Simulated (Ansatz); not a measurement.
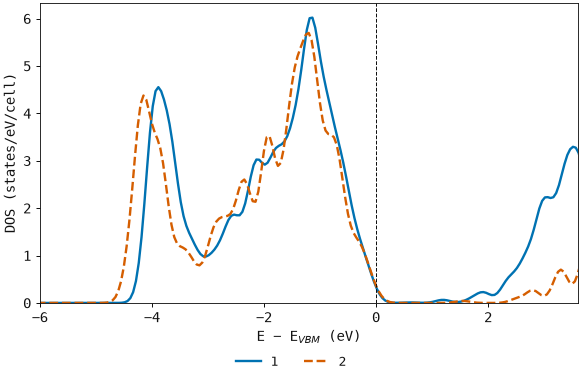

Total densities of states of CdSe, space group P6_3mc, 4 atoms in the cell, wurtzite type, by two methods on the same cell. The curves are built from the levels of the k mesh with Gaussians 0.3 eV wide, which also blur the band edges. Each is counted from its own valence-band top.

> Which curve is which? The methods: PBE, HSE06.

1 is PBE; 2 is HSE06. PBE gives a gap of 0.61 eV and HSE06 gives a gap of 1.54 eV.

Settings. PBE: DFT, PBE, plane waves, PAW, no spin polarisation, 12×12×4 k mesh, 420 eV cutoff (Ansatz). HSE06: DFT, HSE06, plane waves, PAW, no spin polarisation, 6×6×4 k mesh, 420 eV cutoff (Ansatz 0.2.0).
